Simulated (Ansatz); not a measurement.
# Tantalum, bcc under LDA: convergence with the Methfessel-Paxton smearing, part 2 of 2

How small must the Methfessel-Paxton smearing width be for energy and pressure to settle? The geometry was relaxed under LDA beforehand and stays fixed; 7 values are run, from 0.01 to 1.0 eV. Wanted are the values from which on the energy stays within 10 and 1 meV/atom, and the pressure within 0.5 GPa, of the narrowest run. Within the series other settings stay, but some runs also write fields, which adds to their time. Spin polarisation is left out.

Ansatz 0.2.0; DFT LDA, plane waves with PAW, scalar-relativistic.

## Step 6: Width 0.3 eV

The run at 0.3 eV.

input.yaml reads:

```yaml
crystal:
  lattice:
    - [-1.6276710318, 1.6276710318, 1.6276710318]
    - [1.6276710318, -1.6276710318, 1.6276710318]
    - [1.6276710318, 1.6276710318, -1.6276710318]
  atoms:
    - { symbol: Ta, position: [0.0, 0.0, 0.0] }
hamiltonian:
  xc: lda
  pseudopotentials:
    kind: paw
    azcp:
      Ta: "pseudopotentials/Ta.paw.azcp"
basis:
  ecutwfc: 420
  fft_grid_basis: typed
kpoints:
  mp_grid: { grid: [14, 14, 14], shift: [0, 0, 0] }
magnetization:
  spin_polarized: false
scf:
  occupations: { method: methfessel_paxton, width: 0.3 }
  lower_state_search: "off"
output:
  stress: true
```

Run with:

```
$ ansatz run input.yaml --threads 2 --pin off --max-ram 5120MiB --backend cpu --events-out ev --progress --plain --runs-dir out
```

Standard output:

```text
Warning: <dir> the record states the generating functional pbe (its physics header spells it `PBE`), which answers neither for hamiltonian.xc's functional nor for the lda family's — results may be inconsistent (PPs are generated against a specific XC)
Warning: RAYON_NUM_THREADS=2 ignored (pool sized by the plan → 2); use --threads N
Engine: ansatz 0.2.0, aarch64-unknown-linux-gnu
Pseudopotentials: kind: paw
Pseudopotential: Ta, paw, valence charge 13, recommended cutoff 420 eV (normal), <dir>
Functional definition: SPW92
  exchange = slater_x
  correlation = pw_c
Crystal: 1 atoms, lattice volume = 17.249 Å³
Basis set: ecut = 420 eV, 321 PW (Γ)
Bands: 11, of which v1, the nominal top of the filled ones, is band 7 counted from 1 (6 counted from 0)
Symmetry: 48 space group operations
Space group: Im-3m (ITA 229), of the structure as read, at distance tolerance 2.6e-5 Å
k-points: 104 of 2744
Non-local potential: Ta, projectors of the file, l = 0: 3, l = 1: 2, l = 2: 2, l = 3: 1
PAW form: soft (Blöchl's): semilocal exchange-correlation on the pseudo side does not see the compensation charge
PAW frozen core: Ta, regenerated for the run's functional, and the local potential with it (the file was generated under x = pbe(κ = 0.804, μ = 0.2195149727645171), c = pbe(β = 0.06672455060314922))
PAW one-centre angular grid: Ta, 590 points (default); XC on 64 Gauss nodes
Initial density: superposition of atomic densities (neutral atoms: chi_scale 0, normalization atom), corrected by the library's trained network
Initial wavefunctions: pseudopotential atomic-orbital guess
Functional: x = slater, c = lda
SCF iter   1: F=—  HF=-9682.614049 eV  |F-HF|=—  |Δ(HF+E_count)|=         —  Δρ=4.61e-3  dr2=2.57e-3  ethr=1.77e-3  ⟨swp⟩=5.3  Hψ=6104  notcnv=0
preconditioner: auto → none  [metal: Δε(μ)=0.042 eV  Ē_g=8.640 eV  σ=0.300 eV  W_gap=0.12  n_scr=0 (ndim 8)  ℏωp=20.0 eV  f_vac=0.000  D(μ)=1.19/eV (n_scr^D=12)]
SCF iter   2: F=—  HF=-9682.613151 eV  |F-HF|=—  |Δ(HF+E_count)|=   8.98e-4  S|Δr|=    0.00e0  Δρ=1.95e-3  dr2=2.70e-4  ethr=1.98e-5  ⟨swp⟩=1.6  Hψ=2126  notcnv=0
SCF iter   3: F=—  HF=-9682.613148 eV  |F-HF|=—  |Δ(HF+E_count)|=   2.42e-6  S|Δr|=    0.00e0  Δρ=4.50e-4  dr2=1.06e-5  ethr=2.07e-6  ⟨swp⟩=1.1  Hψ=1155  notcnv=0
SCF iter   4: F=—  HF=-9682.613149 eV  |F-HF|=—  |Δ(HF+E_count)|=   3.95e-7  S|Δr|=    0.00e0  Δρ=1.63e-5  dr2=2.01e-8  ethr=7.69e-10  ⟨swp⟩=4.0  Hψ=4314  notcnv=0
SCF iter   5: F=-9682.613149 eV  HF=-9682.613149 eV  |F-HF|=1.08e-9  |Δ(HF+E_count)|=   4.67e-9  S|Δr|=    0.00e0  Δρ=3.09e-6  dr2=1.26e-9  ethr=1.54e-10  ⟨swp⟩=2.0  Hψ=3870  notcnv=0
SCF 1 converged in 5 iterations: F = -9682.613149 eV  dr2 = 1.26e-9
SCF converged after 5 iterations
Stability not checked: this state was not tested for a lower state beside it, because cold or Methfessel-Paxton smearing, or corrected tetrahedra, fill the levels in a way that the test cannot read (fill_not_monotonic; see scf.lower_state_search)
Free energy (F): -9682.613149 eV
Harris-Foulkes:  -9682.613149 eV  (|F-HF|=1.08e-9)
Internal energy: -9682.616204 eV  (E = F + TS)
E sigma→0 (E₀):  -9682.613913 eV
Entropy (-TS):   0.003055 eV (3.055 meV/atom)
Fermi energy:    19.203702 eV
--- Per-component energies (eV) ---
  E_band       = -95.285800
  E_kinetic    = 367.912915
  E_local      = -528.984802  (includes V_loc(G=0)·N_el)
  E_nonlocal   = 21.112721
  E_hartree    = 183.941012
  E_xc         = -217.395703
  E_vxc        = -204.788008  (∫ρ·V_xc dr)
  E_paw        = -8149.201802  (= ΣΔE_a)
  E_vpaw       = -118.421675  (= ΣTr[D̂ρ^β])
  E_aug_tail   = 0.000135  (compensation charges beyond the density's cutoff)
  E_ewald      = -1360.259584
  E_core_change = 0.258903  (= ΣΔE_core)
  E_smearing   = 0.003055  (= −TS)
  E_closure    = 0.000000  (closes the sum)
  Σ components = -9682.613149   (vs F -9682.613149, Δ=0.00e0)
--- Stress (GPa, compression-positive) ---
       -0.139152       0.000000       0.000000
        0.000000      -0.139152      -0.000000
       -0.000000       0.000000      -0.139152
  P = ⅓ Tr σ = -0.1392 GPa (-1.392 kbar)
```

It took 0.74 s on 2 threads of Arm Neoverse V1, shared host; peak memory 0.27 GiB.

## Step 7: Width 0.6 eV

The run at 0.6 eV.

input.yaml, as its differences from that of step 6:

```diff
@@ -21,3 +21,3 @@
 scf:
-  occupations: { method: methfessel_paxton, width: 0.3 }
+  occupations: { method: methfessel_paxton, width: 0.6 }
   lower_state_search: "off"
```

Run with:

```
$ ansatz run input.yaml --threads 2 --pin off --max-ram 5120MiB --backend cpu --events-out ev --progress --plain --runs-dir out
```

Standard output:

```text
Warning: <dir> the record states the generating functional pbe (its physics header spells it `PBE`), which answers neither for hamiltonian.xc's functional nor for the lda family's — results may be inconsistent (PPs are generated against a specific XC)
Warning: RAYON_NUM_THREADS=2 ignored (pool sized by the plan → 2); use --threads N
Engine: ansatz 0.2.0, aarch64-unknown-linux-gnu
Pseudopotentials: kind: paw
Pseudopotential: Ta, paw, valence charge 13, recommended cutoff 420 eV (normal), <dir>
Functional definition: SPW92
  exchange = slater_x
  correlation = pw_c
Crystal: 1 atoms, lattice volume = 17.249 Å³
Basis set: ecut = 420 eV, 321 PW (Γ)
Bands: 11, of which v1, the nominal top of the filled ones, is band 7 counted from 1 (6 counted from 0)
Symmetry: 48 space group operations
Space group: Im-3m (ITA 229), of the structure as read, at distance tolerance 2.6e-5 Å
k-points: 104 of 2744
Non-local potential: Ta, projectors of the file, l = 0: 3, l = 1: 2, l = 2: 2, l = 3: 1
PAW form: soft (Blöchl's): semilocal exchange-correlation on the pseudo side does not see the compensation charge
PAW frozen core: Ta, regenerated for the run's functional, and the local potential with it (the file was generated under x = pbe(κ = 0.804, μ = 0.2195149727645171), c = pbe(β = 0.06672455060314922))
PAW one-centre angular grid: Ta, 590 points (default); XC on 64 Gauss nodes
Initial density: superposition of atomic densities (neutral atoms: chi_scale 0, normalization atom), corrected by the library's trained network
Initial wavefunctions: pseudopotential atomic-orbital guess
Functional: x = slater, c = lda
SCF iter   1: F=—  HF=-9682.616111 eV  |F-HF|=—  |Δ(HF+E_count)|=         —  Δρ=5.15e-3  dr2=3.41e-3  ethr=1.77e-3  ⟨swp⟩=5.3  Hψ=6125  notcnv=0
preconditioner: auto → none  [metal: Δε(μ)=0.018 eV  Ē_g=8.645 eV  σ=0.600 eV  W_gap=0.02  n_scr=0 (ndim 8)  ℏωp=20.0 eV  f_vac=0.000  D(μ)=1.29/eV (n_scr^D=12)]
SCF iter   2: F=—  HF=-9682.614820 eV  |F-HF|=—  |Δ(HF+E_count)|=   1.29e-3  S|Δr|=    0.00e0  Δρ=2.11e-3  dr2=3.36e-4  ethr=2.63e-5  ⟨swp⟩=1.4  Hψ=2088  notcnv=0
SCF iter   3: F=—  HF=-9682.614796 eV  |F-HF|=—  |Δ(HF+E_count)|=   2.36e-5  S|Δr|=    0.00e0  Δρ=4.87e-4  dr2=1.29e-5  ethr=2.58e-6  ⟨swp⟩=1.1  Hψ=1164  notcnv=0
SCF iter   4: F=—  HF=-9682.614797 eV  |F-HF|=—  |Δ(HF+E_count)|=   1.21e-6  S|Δr|=    0.00e0  Δρ=2.38e-5  dr2=3.61e-8  ethr=7.69e-10  ⟨swp⟩=4.1  Hψ=4379  notcnv=0
SCF iter   5: F=-9682.614797 eV  HF=-9682.614797 eV  |F-HF|=1.54e-9  |Δ(HF+E_count)|=   2.18e-9  S|Δr|=    0.00e0  Δρ=3.43e-6  dr2=1.85e-9  ethr=2.77e-10  ⟨swp⟩=2.0  Hψ=3999  notcnv=0
SCF 1 converged in 5 iterations: F = -9682.614797 eV  dr2 = 1.85e-9
SCF converged after 5 iterations
Stability not checked: this state was not tested for a lower state beside it, because cold or Methfessel-Paxton smearing, or corrected tetrahedra, fill the levels in a way that the test cannot read (fill_not_monotonic; see scf.lower_state_search)
Free energy (F): -9682.614797 eV
Harris-Foulkes:  -9682.614797 eV  (|F-HF|=1.54e-9)
Internal energy: -9682.599188 eV  (E = F + TS)
E sigma→0 (E₀):  -9682.610895 eV
Entropy (-TS):   -0.015609 eV (-15.609 meV/atom)
Fermi energy:    19.240834 eV
--- Per-component energies (eV) ---
  E_band       = -95.177007
  E_kinetic    = 367.946926
  E_local      = -529.135522  (includes V_loc(G=0)·N_el)
  E_nonlocal   = 21.160027
  E_hartree    = 184.036019
  E_xc         = -217.392798
  E_vxc        = -204.785318  (∫ρ·V_xc dr)
  E_paw        = -8149.213294  (= ΣΔE_a)
  E_vpaw       = -118.436394  (= ΣTr[D̂ρ^β])
  E_aug_tail   = 0.000135  (compensation charges beyond the density's cutoff)
  E_ewald      = -1360.259584
  E_core_change = 0.258903  (= ΣΔE_core)
  E_smearing   = -0.015609  (= −TS)
  E_closure    = 0.000000  (closes the sum)
  Σ components = -9682.614797   (vs F -9682.614797, Δ=0.00e0)
--- Stress (GPa, compression-positive) ---
       -0.375780      -0.000000       0.000000
       -0.000000      -0.375780       0.000000
        0.000000       0.000000      -0.375780
  P = ⅓ Tr σ = -0.3758 GPa (-3.758 kbar)
```

It took 0.75 s on 2 threads of Arm Neoverse V1, shared host; peak memory 0.27 GiB.

## Step 8: Width 1.0 eV

The run at 1.0 eV.

input.yaml, as its differences from that of step 7:

```diff
@@ -21,3 +21,3 @@
 scf:
-  occupations: { method: methfessel_paxton, width: 0.6 }
+  occupations: { method: methfessel_paxton, width: 1.0 }
   lower_state_search: "off"
```

Run with:

```
$ ansatz run input.yaml --threads 2 --pin off --max-ram 5120MiB --backend cpu --events-out ev --progress --plain --runs-dir out
```

Standard output:

```text
Warning: <dir> the record states the generating functional pbe (its physics header spells it `PBE`), which answers neither for hamiltonian.xc's functional nor for the lda family's — results may be inconsistent (PPs are generated against a specific XC)
Warning: RAYON_NUM_THREADS=2 ignored (pool sized by the plan → 2); use --threads N
band count auto-derived: 12 (N_el = 13.0; filled up to band 7; 11 by the electrons, moments and atoms)
Engine: ansatz 0.2.0, aarch64-unknown-linux-gnu
Pseudopotentials: kind: paw
Pseudopotential: Ta, paw, valence charge 13, recommended cutoff 420 eV (normal), <dir>
Functional definition: SPW92
  exchange = slater_x
  correlation = pw_c
Crystal: 1 atoms, lattice volume = 17.249 Å³
Basis set: ecut = 420 eV, 321 PW (Γ)
Bands: 12, of which v1, the nominal top of the filled ones, is band 7 counted from 1 (6 counted from 0)
Symmetry: 48 space group operations
Space group: Im-3m (ITA 229), of the structure as read, at distance tolerance 2.6e-5 Å
k-points: 104 of 2744
Non-local potential: Ta, projectors of the file, l = 0: 3, l = 1: 2, l = 2: 2, l = 3: 1
PAW form: soft (Blöchl's): semilocal exchange-correlation on the pseudo side does not see the compensation charge
PAW frozen core: Ta, regenerated for the run's functional, and the local potential with it (the file was generated under x = pbe(κ = 0.804, μ = 0.2195149727645171), c = pbe(β = 0.06672455060314922))
PAW one-centre angular grid: Ta, 590 points (default); XC on 64 Gauss nodes
Initial density: superposition of atomic densities (neutral atoms: chi_scale 0, normalization atom), corrected by the library's trained network
Initial wavefunctions: pseudopotential atomic-orbital guess
Functional: x = slater, c = lda
SCF iter   1: F=—  HF=-9682.632188 eV  |F-HF|=—  |Δ(HF+E_count)|=         —  Δρ=5.54e-3  dr2=4.07e-3  ethr=1.77e-3  ⟨swp⟩=5.2  Hψ=6426  notcnv=0
preconditioner: auto → none  [metal: Δε(μ)=0.025 eV  Ē_g=10.266 eV  σ=1.000 eV  W_gap=0.02  n_scr=0 (ndim 8)  ℏωp=20.0 eV  f_vac=0.000  D(μ)=1.18/eV (n_scr^D=12)]
SCF iter   2: F=—  HF=-9682.630645 eV  |F-HF|=—  |Δ(HF+E_count)|=   1.54e-3  S|Δr|=    0.00e0  Δρ=2.17e-3  dr2=3.54e-4  ethr=3.13e-5  ⟨swp⟩=1.3  Hψ=2162  notcnv=0
SCF iter   3: F=—  HF=-9682.630614 eV  |F-HF|=—  |Δ(HF+E_count)|=   3.14e-5  S|Δr|=    0.00e0  Δρ=5.44e-4  dr2=1.73e-5  ethr=2.72e-6  ⟨swp⟩=1.0  Hψ=1243  notcnv=0
SCF iter   4: F=—  HF=-9682.630614 eV  |F-HF|=—  |Δ(HF+E_count)|=   1.19e-7  S|Δr|=    0.00e0  Δρ=3.03e-5  dr2=4.71e-8  ethr=7.69e-10  ⟨swp⟩=4.1  Hψ=4631  notcnv=0
SCF iter   5: F=-9682.630614 eV  HF=-9682.630614 eV  |F-HF|=1.64e-11  |Δ(HF+E_count)|=   1.45e-9  S|Δr|=    0.00e0  Δρ=1.05e-6  dr2=8.42e-11  ethr=3.62e-10  ⟨swp⟩=2.8  Hψ=3728  notcnv=0
SCF 1 converged in 5 iterations: F = -9682.630614 eV  dr2 = 8.42e-11
SCF converged after 5 iterations
Stability not checked: this state was not tested for a lower state beside it, because cold or Methfessel-Paxton smearing, or corrected tetrahedra, fill the levels in a way that the test cannot read (fill_not_monotonic; see scf.lower_state_search)
Free energy (F): -9682.630614 eV
Harris-Foulkes:  -9682.630614 eV  (|F-HF|=1.64e-11)
Internal energy: -9682.583797 eV  (E = F + TS)
E sigma→0 (E₀):  -9682.618910 eV
Entropy (-TS):   -0.046817 eV (-46.817 meV/atom)
Fermi energy:    19.273228 eV
--- Per-component energies (eV) ---
  E_band       = -95.114032
  E_kinetic    = 367.978781
  E_local      = -529.216079  (includes V_loc(G=0)·N_el)
  E_nonlocal   = 21.179848
  E_hartree    = 184.087012
  E_xc         = -217.393356
  E_vxc        = -204.786325  (∫ρ·V_xc dr)
  E_paw        = -8149.219458  (= ΣΔE_a)
  E_vpaw       = -118.444491  (= ΣTr[D̂ρ^β])
  E_aug_tail   = 0.000135  (compensation charges beyond the density's cutoff)
  E_ewald      = -1360.259584
  E_core_change = 0.258903  (= ΣΔE_core)
  E_smearing   = -0.046817  (= −TS)
  E_closure    = -0.000000  (closes the sum)
  Σ components = -9682.630614   (vs F -9682.630614, Δ=0.00e0)
--- Stress (GPa, compression-positive) ---
       -0.371972       0.000000      -0.000000
       -0.000000      -0.371972       0.000000
        0.000000       0.000000      -0.371972
  P = ⅓ Tr σ = -0.3720 GPa (-3.720 kbar)
```

Run time: 0.77 s. Hardware: 2 threads of Arm Neoverse V1, shared host; peak memory 0.27 GiB.

## Step 9: The series

Differences are taken from the run at 0.01 eV.

```csv
smearing (eV),F (meV/atom),E(σ → 0) (meV/atom),P (GPa),SCF cycles,CPU time
0.01,0.00,0.00,-0.15,5,1.8 s
0.03,-0.06,-0.05,-0.06,5,1.8 s
0.1,-0.09,-0.13,0.05,5,1.3 s
0.2,0.28,-0.04,0.00,5,1.2 s
0.3,1.19,0.41,-0.14,5,1.3 s
0.6,-0.46,3.43,-0.38,5,1.3 s
1.0,-16.28,-4.58,-0.37,5,1.3 s
```

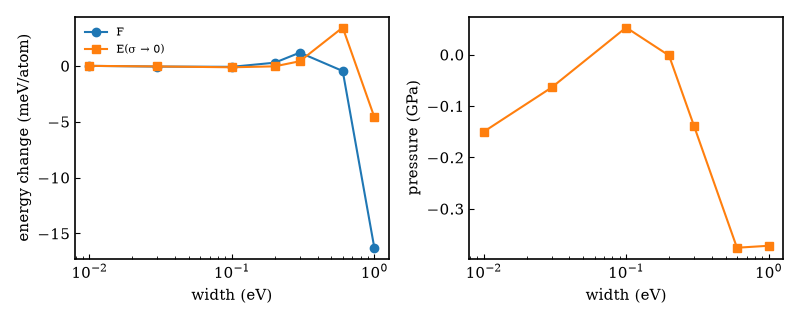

Energy and pressure against the Methfessel-Paxton smearing width.

## Step 10: What came out

This closing draws on all 2 parts.

| quantity | value |
| --- | --- |
| E(σ → 0) stays within 10 meV/atom of 0.01 eV | up to 1.0 eV |
| E(σ → 0) stays within 1 meV/atom | up to 0.3 eV |
| pressure stays within 0.5 GPa | up to 1.0 eV |
| pressure at 0.01 eV | -0.15 GPa |
| energy of a separate run on a finer mesh (22×22×22) | +4.0 meV/atom from 0.01 eV |

In words: At 1.0 eV the energy differs by -4.6 meV/atom and the pressure by -0.2 GPa. The free energy F moves by -16.3 meV/atom over the range, and the estimate for σ → 0 by -4.6. This scheme cancels the term in the square of the width, so F moves little up to 0.2 eV. The mesh (14×14×14) is fixed, so the narrowest widths carry a k-point error of their own. The yardstick itself is unsettled by 4.0 meV/atom against the finer mesh, so the thresholds above hold only within this series, and wider smearing, which averages over more states, can land nearer the fine-mesh value than the narrowest does. The cell taken over is 5 % smaller than the measured one (18.06 Å³/atom, COD).
